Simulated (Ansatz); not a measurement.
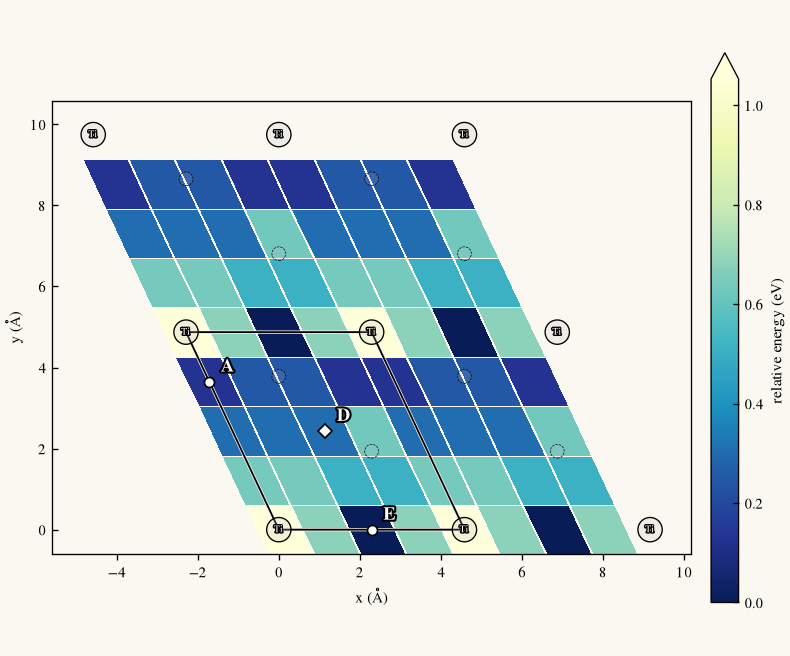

H on a Ti(101) slab cut from the P6/mmm phase, its upper half relaxed before the scan (9 atoms of substrate and one adsorbate in a 1 × 1 cell). 
- H is moved over the surface cell; relaxed at each place: the height of the adsorbate's atoms; substrate rigid; the origin of the map has the adsorbate above Ti9.
- Places are given modulo a cell vector. The map is drawn in real space over the plane of the surface.
- The scan uses a 4 × 4 grid.
- All energies are given in eV relative to the lowest grid point.
- With one adsorbate in each 1 × 1 cell, its nearest image is 4.6 Å away, so neighbouring adsorbates interact.
- Method: DFT PBE, scalar-relativistic, plane waves, PAW in Ansatz. Settings: cutoff 420 eV, k-mesh 7×6×1, gaussian smearing 0.1 eV, no spin polarisation.

The picture shows one coloured cell a grid point, labelled circles for the atoms of the top layer and small ones for the second layer, the outline of one cell of the 2 × 2 shown, one colour for all values above the top of the scale, lettered points.

Question: Rank the lettered points by energy, lowest first.

Answer: E (0.00 eV), A (0.13 eV), D (0.30 eV).

PAW datasets: the set soft_1.
